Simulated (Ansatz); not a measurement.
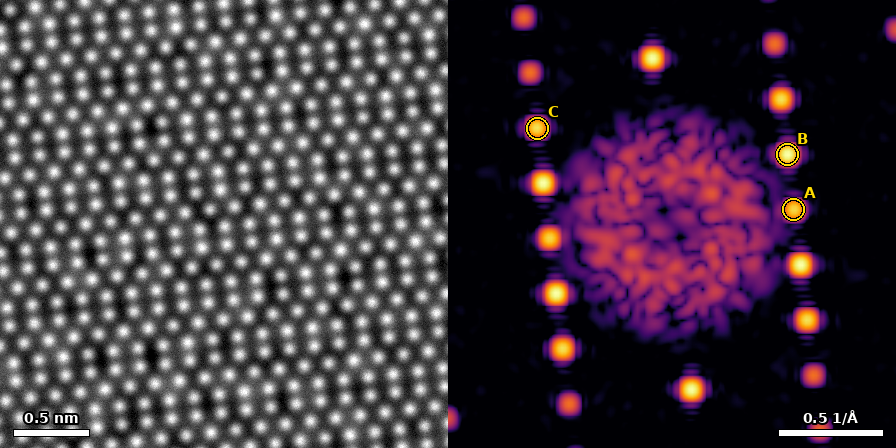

Integrated-DPC-like image of a crystal. Simulated as the projected potential of neutral atoms (B = 0.5 Å²) blurred by a 0.50 Å probe, the thin-sample limit of integrated differential phase contrast. The display is stretched by a gamma of 0.8; percentages refer to the linear signal. Shot noise and the speckle of an amorphous layer were added.

The right panel is the modulus of the image's Fourier transform on a logarithmic scale.

Which lattice spacings do the marked spots stand for, and what angle do A and B enclose?

Answer. A: 1.7 Å, B: 1.5 Å, C: 1.2 Å; A and B enclose about 24°.

The crystal is Os (P6/mmm, No. 191) along [102]; the spots are (-2 1 1), (-2 0 1) and (2 -3 -1). Model: the geometry relaxed with Ansatz 0.2.0, DFT, PBEsol, plane waves (420 eV) with PAW, scalar-relativistic; the starting structure was generated, so it need not be a known form of this composition.
